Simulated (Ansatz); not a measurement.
**Geometry relaxation, with input and output: ZnSe (part 4 of 4)**

ZnSe (16 atoms in the cell); DFT PBEsol, scalar-relativistic, plane waves, PAW, spin-polarised (Ansatz 0.2.0); cutoff 420 eV, 1×1×8 k-mesh, Gaussian smearing of 0.05 eV, collinear spins. The structure derives from an entry of the Crystallography Open Database. It belongs to a series of runs on one base structure; here: wire along [1 1 0], 16 atoms a period.

Geometry of the input (Å; fractional positions):
```
17.0000  0.0000  0.0000
0.0000  19.2000  0.0000
0.0000  0.0000  3.9833
Zn 0.5000  0.7567  0.0000
Zn 0.5000  0.4633  0.0000
Se 0.5000  0.5367  0.5000
Se 0.5000  0.2433  0.5000
Zn 0.3828  0.6100  0.5000
Zn 0.3828  0.3166  0.5000
Se 0.6172  0.6834  0.0000
Se 0.6172  0.3900  0.0000
Zn 0.6172  0.6100  0.5000
Zn 0.6172  0.3166  0.5000
Se 0.3828  0.6834  0.0000
Se 0.3828  0.3900  0.0000
Zn 0.2657  0.4633  0.0000
Zn 0.7343  0.4633  0.0000
Se 0.2657  0.5367  0.5000
Se 0.7343  0.5367  0.5000
```

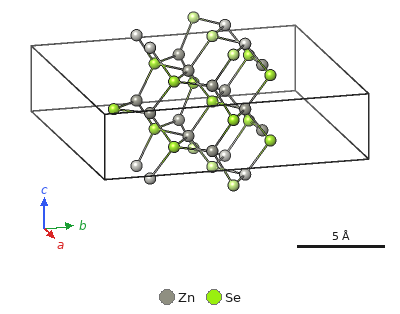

*The geometry at step 7 of the log (ball-and-stick view of the cell of the calculation, with the vacuum cut short, seen slightly off an axis; neighbours outside the cell are drawn fainter).*

Trajectory as extended XYZ (Å, eV, eV/Å), 12 frames, from step=1 to step=12
```
16
Lattice="17.0000 0.0000 0.0000 0.0000 19.2000 0.0000 0.0000 0.0000 3.9833" Properties=species:S:1:pos:R:3:forces:R:3 step=1 energy=-69643.82053 pressure_GPa=-0.57
Zn    8.5000   14.5290    0.0000    0.0000  -1.8943   0.0000
Zn    8.5000    8.8958    0.0000    0.0000   0.6321   0.0000
Se    8.5000   10.3041    1.9916    0.0000  -0.6782   0.0000
Se    8.5000    4.6710    1.9916    0.0000  -0.1622   0.0000
Zn    6.5084   11.7125    1.9916    0.1800   0.1842   0.0000
Zn    6.5084    6.0793    1.9916    1.8262   0.3196   0.0000
Se   10.4916   13.1207    0.0000    0.2825   0.6310   0.0000
Se   10.4916    7.4875    0.0000    1.1728  -0.8023   0.0000
Zn   10.4916   11.7125    1.9916   -0.1800   0.1842   0.0000
Zn   10.4916    6.0793    1.9916   -1.8262   0.3196   0.0000
Se    6.5084   13.1207    0.0000   -0.2825   0.6310   0.0000
Se    6.5084    7.4875    0.0000   -1.1728  -0.8023   0.0000
Zn    4.5167    8.8958    0.0000    0.9937   1.3289   0.0000
Zn   12.4833    8.8958    0.0000   -0.9937   1.3289   0.0000
Se    4.5167   10.3041    1.9916   -0.8927  -0.6102   0.0000
Se   12.4833   10.3041    1.9916    0.8927  -0.6102   0.0000
16
Lattice="17.0000 0.0000 0.0000 0.0000 19.2000 0.0000 0.0000 0.0000 3.9791" Properties=species:S:1:pos:R:3:forces:R:3 step=2 energy=-69645.42931 pressure_GPa=-0.46
Zn    8.5000   14.3343    0.0000    0.0000  -1.6152   0.0000
Zn    8.5000    8.8894    0.0000    0.0000   0.2224   0.0000
Se    8.5000   10.2679    1.9896    0.0000  -0.2623   0.0000
Se    8.5000    4.5734    1.9896    0.0000  -0.0749   0.0000
Zn    6.5022   11.7150    1.9896    0.0788   0.0457   0.0000
Zn    6.6816    6.1050    1.9896    1.2903   0.1228   0.0000
Se   10.5723   13.1430    0.0000    0.1299   0.4889   0.0000
Se   10.5393    7.4553    0.0000    0.6284  -0.4045   0.0000
Zn   10.4978   11.7150    1.9896   -0.0788   0.0457   0.0000
Zn   10.3184    6.1050    1.9896   -1.2903   0.1228   0.0000
Se    6.4277   13.1430    0.0000   -0.1299   0.4889   0.0000
Se    6.4607    7.4553    0.0000   -0.6284  -0.4045   0.0000
Zn    4.6088    9.0196    0.0000    0.7223   0.8160   0.0000
Zn   12.3912    9.0196    0.0000   -0.7223   0.8160   0.0000
Se    4.4472   10.3296    1.9896   -0.5149  -0.2040   0.0000
Se   12.5528   10.3296    1.9896    0.5149  -0.2040   0.0000
16
Lattice="17.0000 0.0000 0.0000 0.0000 19.2000 0.0000 0.0000 0.0000 3.9674" Properties=species:S:1:pos:R:3:forces:R:3 step=3 energy=-69646.32952 pressure_GPa=-0.28
Zn    8.5000   14.1441    0.0000    0.0000  -1.2620   0.0000
Zn    8.5000    8.8844    0.0000    0.0000  -0.0913   0.0000
Se    8.5000   10.2566    1.9837    0.0000  -0.0146   0.0000
Se    8.5000    4.5328    1.9837    0.0000  -0.3200   0.0000
Zn    6.5021   11.7174    1.9837   -0.0575  -0.0338   0.0000
Zn    6.8178    6.1199    1.9837    0.7673   0.1468   0.0000
Se   10.6119   13.1767    0.0000    0.2180   0.2957   0.0000
Se   10.5722    7.4299    0.0000    0.2745  -0.1318   0.0000
Zn   10.4979   11.7174    1.9837    0.0575  -0.0338   0.0000
Zn   10.1822    6.1199    1.9837   -0.7673   0.1468   0.0000
Se    6.3881   13.1767    0.0000   -0.2180   0.2957   0.0000
Se    6.4278    7.4299    0.0000   -0.2745  -0.1318   0.0000
Zn    4.6905    9.1026    0.0000    0.5873   0.4377   0.0000
Zn   12.3095    9.1026    0.0000   -0.5873   0.4377   0.0000
Se    4.4052   10.3444    1.9837   -0.2740   0.1293   0.0000
Se   12.5948   10.3444    1.9837    0.2740   0.1293   0.0000
16
Lattice="17.0000 0.0000 0.0000 0.0000 19.2000 0.0000 0.0000 0.0000 3.9610" Properties=species:S:1:pos:R:3:forces:R:3 step=4 energy=-69646.90093 pressure_GPa=-0.24
Zn    8.5000   13.9492    0.0000    0.0000  -1.0317   0.0000
Zn    8.5000    8.8626    0.0000    0.0000  -0.0887   0.0000
Se    8.5000   10.2628    1.9805    0.0000   0.0509   0.0000
Se    8.5000    4.4754    1.9805    0.0000  -0.2088   0.0000
Zn    6.4866   11.7144    1.9805   -0.0972  -0.0356   0.0000
Zn    6.9209    6.1349    1.9805    0.4806   0.0581   0.0000
Se   10.6641   13.2001    0.0000    0.1015   0.1961   0.0000
Se   10.5830    7.4224    0.0000    0.0716  -0.0373   0.0000
Zn   10.5134   11.7144    1.9805    0.0972  -0.0356   0.0000
Zn   10.0791    6.1349    1.9805   -0.4806   0.0581   0.0000
Se    6.3359   13.2001    0.0000   -0.1015   0.1961   0.0000
Se    6.4170    7.4224    0.0000   -0.0716  -0.0373   0.0000
Zn    4.7754    9.1690    0.0000    0.4288   0.3414   0.0000
Zn   12.2246    9.1690    0.0000   -0.4288   0.3414   0.0000
Se    4.3774   10.3841    1.9805   -0.1519   0.1165   0.0000
Se   12.6226   10.3841    1.9805    0.1519   0.1165   0.0000
16
Lattice="17.0000 0.0000 0.0000 0.0000 19.2000 0.0000 0.0000 0.0000 3.9552" Properties=species:S:1:pos:R:3:forces:R:3 step=5 energy=-69647.25585 pressure_GPa=-0.19
Zn    8.5000   13.7542    0.0000    0.0000  -0.6944   0.0000
Zn    8.5000    8.8523    0.0000    0.0000  -0.0107   0.0000
Se    8.5000   10.2805    1.9776    0.0000   0.0088   0.0000
Se    8.5000    4.4338    1.9776    0.0000  -0.2320   0.0000
Zn    6.4642   11.7096    1.9776   -0.1138   0.0566   0.0000
Zn    6.9974    6.1423    1.9776    0.1967   0.1112   0.0000
Se   10.6988   13.2172    0.0000    0.0642   0.0421   0.0000
Se   10.5771    7.4237    0.0000   -0.0316  -0.0402   0.0000
Zn   10.5358   11.7096    1.9776    0.1138   0.0566   0.0000
Zn   10.0026    6.1423    1.9776   -0.1967   0.1112   0.0000
Se    6.3012   13.2172    0.0000   -0.0642   0.0421   0.0000
Se    6.4229    7.4237    0.0000    0.0316  -0.0402   0.0000
Zn    4.8573    9.2316    0.0000    0.2532   0.2685   0.0000
Zn   12.1427    9.2316    0.0000   -0.2532   0.2685   0.0000
Se    4.3564   10.4151    1.9776   -0.0704   0.0260   0.0000
Se   12.6436   10.4151    1.9776    0.0704   0.0260   0.0000
16
Lattice="17.0000 0.0000 0.0000 0.0000 19.2000 0.0000 0.0000 0.0000 3.9458" Properties=species:S:1:pos:R:3:forces:R:3 step=6 energy=-69647.44841 pressure_GPa=-0.11
Zn    8.5000   13.5593    0.0000    0.0000  -0.3988   0.0000
Zn    8.5000    8.8617    0.0000    0.0000   0.0348   0.0000
Se    8.5000   10.3053    1.9729    0.0000   0.0127   0.0000
Se    8.5000    4.3967    1.9729    0.0000  -0.0151   0.0000
Zn    6.4315   11.7170    1.9729   -0.0782   0.0332   0.0000
Zn    7.0469    6.1564    1.9729    0.1096   0.0031   0.0000
Se   10.7289   13.2128    0.0000   -0.0391   0.0393   0.0000
Se   10.5579    7.4310    0.0000   -0.0134   0.0073   0.0000
Zn   10.5685   11.7170    1.9729    0.0782   0.0332   0.0000
Zn    9.9531    6.1564    1.9729   -0.1096   0.0031   0.0000
Se    6.2711   13.2128    0.0000    0.0391   0.0393   0.0000
Se    6.4421    7.4310    0.0000    0.0134   0.0073   0.0000
Zn    4.9312    9.2905    0.0000    0.1344   0.1276   0.0000
Zn   12.0688    9.2905    0.0000   -0.1344   0.1276   0.0000
Se    4.3415   10.4308    1.9729   -0.0531  -0.0273   0.0000
Se   12.6585   10.4308    1.9729    0.0531  -0.0273   0.0000
16
Lattice="17.0000 0.0000 0.0000 0.0000 19.2000 0.0000 0.0000 0.0000 3.9410" Properties=species:S:1:pos:R:3:forces:R:3 step=7 energy=-69647.53018 pressure_GPa=-0.02
Zn    8.5000   13.3643    0.0000    0.0000  -0.1505   0.0000
Zn    8.5000    8.8966    0.0000    0.0000   0.0124   0.0000
Se    8.5000   10.3474    1.9705    0.0000  -0.0319   0.0000
Se    8.5000    4.3919    1.9705    0.0000  -0.0571   0.0000
Zn    6.3818   11.7191    1.9705   -0.0741   0.0401   0.0000
Zn    7.0838    6.1741    1.9705   -0.0278   0.0346   0.0000
Se   10.7441   13.2080    0.0000   -0.0384   0.0103   0.0000
Se   10.5378    7.4477    0.0000   -0.0249   0.0176   0.0000
Zn   10.6182   11.7191    1.9705    0.0741   0.0401   0.0000
Zn    9.9162    6.1741    1.9705    0.0278   0.0346   0.0000
Se    6.2559   13.2080    0.0000    0.0384   0.0103   0.0000
Se    6.4622    7.4477    0.0000    0.0249   0.0176   0.0000
Zn    4.9879    9.3315    0.0000    0.0130   0.0283   0.0000
Zn   12.0121    9.3315    0.0000   -0.0130   0.0283   0.0000
Se    4.3107   10.4195    1.9705    0.0031  -0.0174   0.0000
Se   12.6893   10.4195    1.9705   -0.0031  -0.0174   0.0000
16
Lattice="17.0000 0.0000 0.0000 0.0000 19.2000 0.0000 0.0000 0.0000 3.9506" Properties=species:S:1:pos:R:3:forces:R:3 step=8 energy=-69647.53151 pressure_GPa=0.01
Zn    8.5000   13.1643    0.0000    0.0000  -0.0662   0.0000
Zn    8.5000    8.9440    0.0000    0.0000  -0.1023   0.0000
Se    8.5000   10.3532    1.9753    0.0000   0.3610   0.0000
Se    8.5000    4.4123    1.9753    0.0000   0.0195   0.0000
Zn    6.2624   11.7575    1.9753    0.1806  -0.1681   0.0000
Zn    7.0873    6.2030    1.9753   -0.0135  -0.0085   0.0000
Se   10.7477   13.2023    0.0000    0.0483   0.1015   0.0000
Se   10.5263    7.4715    0.0000    0.0065   0.0191   0.0000
Zn   10.7376   11.7575    1.9753   -0.1806  -0.1681   0.0000
Zn    9.9127    6.2030    1.9753    0.0135  -0.0085   0.0000
Se    6.2523   13.2023    0.0000   -0.0483   0.1015   0.0000
Se    6.4737    7.4715    0.0000   -0.0065   0.0191   0.0000
Zn    4.9801    9.3375    0.0000    0.0419  -0.0432   0.0000
Zn   12.0199    9.3375    0.0000   -0.0419  -0.0432   0.0000
Se    4.2665   10.3915    1.9753   -0.0909  -0.0068   0.0000
Se   12.7335   10.3915    1.9753    0.0909  -0.0068   0.0000
16
Lattice="17.0000 0.0000 0.0000 0.0000 19.2000 0.0000 0.0000 0.0000 3.9548" Properties=species:S:1:pos:R:3:forces:R:3 step=9 energy=-69647.53528 pressure_GPa=0.00
Zn    8.5000   12.9643    0.0000    0.0000   0.1402   0.0000
Zn    8.5000    8.9615    0.0000    0.0000   0.0689   0.0000
Se    8.5000   10.4304    1.9774    0.0000  -0.1971   0.0000
Se    8.5000    4.4550    1.9774    0.0000   0.0083   0.0000
Zn    6.2604   11.7114    1.9774   -0.0599   0.1159   0.0000
Zn    7.0862    6.2440    1.9774    0.0019  -0.0225   0.0000
Se   10.7493   13.1777    0.0000   -0.0218  -0.0649   0.0000
Se   10.5230    7.5131    0.0000    0.0021   0.0037   0.0000
Zn   10.7396   11.7114    1.9774    0.0599   0.1159   0.0000
Zn    9.9138    6.2440    1.9774   -0.0019  -0.0225   0.0000
Se    6.2507   13.1777    0.0000    0.0218  -0.0649   0.0000
Se    6.4770    7.5131    0.0000   -0.0021   0.0037   0.0000
Zn    4.9569    9.3537    0.0000   -0.0615   0.0270   0.0000
Zn   12.0431    9.3537    0.0000    0.0615   0.0270   0.0000
Se    4.2186   10.3946    1.9774    0.0297  -0.0693   0.0000
Se   12.7814   10.3946    1.9774   -0.0297  -0.0693   0.0000
16
Lattice="17.0000 0.0000 0.0000 0.0000 19.2000 0.0000 0.0000 0.0000 3.9484" Properties=species:S:1:pos:R:3:forces:R:3 step=10 energy=-69647.55032 pressure_GPa=0.00
Zn    8.5000   13.1184    0.0000    0.0000   0.0067   0.0000
Zn    8.5000    8.9476    0.0000    0.0000   0.0107   0.0000
Se    8.5000   10.3951    1.9742    0.0000   0.0101   0.0000
Se    8.5000    4.4264    1.9742    0.0000   0.0017   0.0000
Zn    6.2819   11.7292    1.9742    0.0132  -0.0251   0.0000
Zn    7.0849    6.2140    1.9742   -0.0047   0.0041   0.0000
Se   10.7468   13.1952    0.0000    0.0625   0.0040   0.0000
Se   10.5258    7.4889    0.0000   -0.0093  -0.0026   0.0000
Zn   10.7181   11.7292    1.9742   -0.0132  -0.0251   0.0000
Zn    9.9151    6.2140    1.9742    0.0047   0.0041   0.0000
Se    6.2532   13.1952    0.0000   -0.0625   0.0040   0.0000
Se    6.4742    7.4889    0.0000    0.0093  -0.0026   0.0000
Zn    4.9638    9.3395    0.0000    0.0107  -0.0186   0.0000
Zn   12.0362    9.3395    0.0000   -0.0107  -0.0186   0.0000
Se    4.2468   10.3895    1.9742    0.0031   0.0236   0.0000
Se   12.7532   10.3895    1.9742   -0.0031   0.0236   0.0000
16
Lattice="17.0000 0.0000 0.0000 0.0000 19.2000 0.0000 0.0000 0.0000 3.9475" Properties=species:S:1:pos:R:3:forces:R:3 step=11 energy=-69647.55122 pressure_GPa=-0.00
Zn    8.5000   13.1430    0.0000    0.0000  -0.0002   0.0000
Zn    8.5000    8.9476    0.0000    0.0000   0.0087   0.0000
Se    8.5000   10.3947    1.9738    0.0000  -0.0088   0.0000
Se    8.5000    4.4237    1.9738    0.0000  -0.0024   0.0000
Zn    6.2916   11.7244    1.9738    0.0074   0.0016   0.0000
Zn    7.0856    6.2115    1.9738   -0.0034   0.0000   0.0000
Se   10.7513   13.1942    0.0000    0.0014   0.0010   0.0000
Se   10.5233    7.4863    0.0000   -0.0021   0.0004   0.0000
Zn   10.7084   11.7244    1.9738   -0.0074   0.0016   0.0000
Zn    9.9144    6.2115    1.9738    0.0034   0.0000   0.0000
Se    6.2487   13.1942    0.0000   -0.0014   0.0010   0.0000
Se    6.4767    7.4863    0.0000    0.0021   0.0004   0.0000
Zn    4.9671    9.3364    0.0000   -0.0007   0.0007   0.0000
Zn   12.0329    9.3364    0.0000    0.0007   0.0007   0.0000
Se    4.2531   10.3927    1.9738    0.0000  -0.0025   0.0000
Se   12.7469   10.3927    1.9738    0.0000  -0.0025   0.0000
16
Lattice="17.0000 0.0000 0.0000 0.0000 19.2000 0.0000 0.0000 0.0000 3.9475" Properties=species:S:1:pos:R:3:forces:R:3 step=12 energy=-69647.55020 pressure_GPa=-0.00
Zn    8.5000   13.1430    0.0000    0.0000  -0.0002   0.0000
Zn    8.5000    8.9476    0.0000    0.0000   0.0087   0.0000
Se    8.5000   10.3947    1.9738    0.0000  -0.0087   0.0000
Se    8.5000    4.4237    1.9738    0.0000  -0.0025   0.0000
Zn    6.2916   11.7244    1.9738    0.0074   0.0016   0.0000
Zn    7.0856    6.2115    1.9738   -0.0034   0.0000   0.0000
Se   10.7513   13.1942    0.0000    0.0014   0.0011   0.0000
Se   10.5233    7.4863    0.0000   -0.0021   0.0004   0.0000
Zn   10.7084   11.7244    1.9738   -0.0074   0.0016   0.0000
Zn    9.9144    6.2115    1.9738    0.0034   0.0000   0.0000
Se    6.2487   13.1942    0.0000   -0.0014   0.0011   0.0000
Se    6.4767    7.4863    0.0000    0.0021   0.0004   0.0000
Zn    4.9671    9.3364    0.0000   -0.0007   0.0007   0.0000
Zn   12.0329    9.3364    0.0000    0.0007   0.0007   0.0000
Se    4.2531   10.3927    1.9738   -0.0001  -0.0024   0.0000
Se   12.7469   10.3927    1.9738    0.0001  -0.0024   0.0000
```

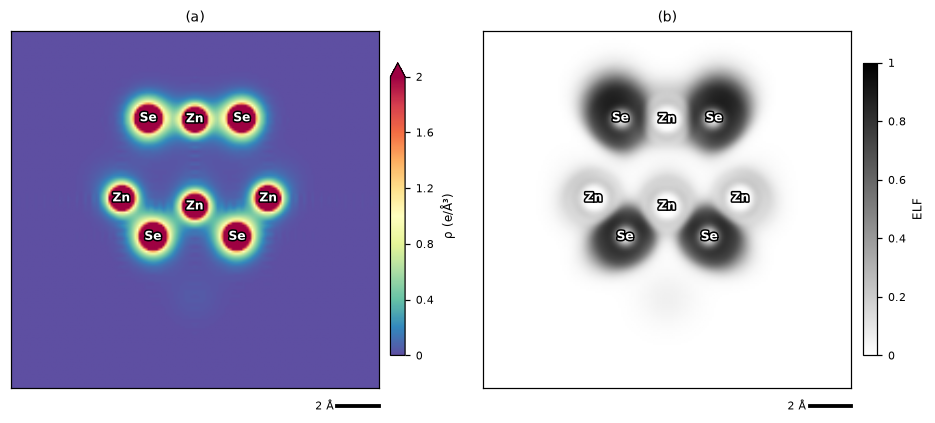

*(a) valence pseudo-density; (b) ELF on the (001) plane of the calculation cell, a cut from vacuum to vacuum.*

Zn–Se (2.25 Å): ρ at the midpoint is about 0.62 e/Å³; the ELF is about 0.60 at the midpoint. Zn–Se (2.50 Å): ρ at the midpoint is about 0.43 e/Å³; the ELF is about 0.60 at the midpoint. The density dies away to nearly zero in the vacuum. Core electrons are frozen (PAW), so the fields are smoothed inside the atomic spheres.

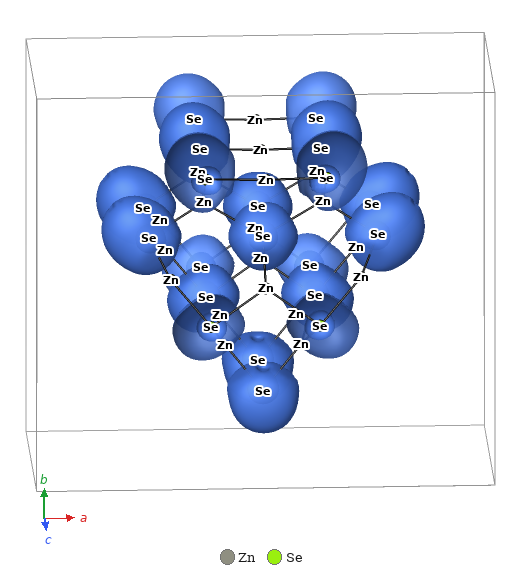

*Isosurface of the electron localisation function at 0.65 (blue), seen from the side, at a tilt. Core shells and regions of very low density are left out. Sticks mark near contacts.*

Values along the shortest contacts: Zn–Se (2.25 Å): the ELF is about 0.60 at the midpoint. Zn–Se (2.35 Å): the ELF is about 0.60 at the midpoint.

Key numbers

```csv
quantity,value
outcome,converged
electrons treated,224
free energy,−69647.5502 eV
Fermi energy,−0.490 eV
gap on the k-point mesh,0.73 eV
net moment of the cell,0.00 μB
integrated absolute moment,0.00 μB
final volume,1288.46 Å³
largest force (length of the vector) at the end,0.009 eV/Å
hardware,"4 threads of Intel Xeon @ 2.90GHz (Ice Lake), 192 GiB of memory available, shared host"
wall time,16 min (CPU time 60 min)
peak memory,4.1 GiB
```

Notes

The electronic state found may not be the lowest one. Notes on the run: a screening estimate came out negative during mixing; some starting moments were not kept; the exchange-correlation potential is rough where the density is thin.
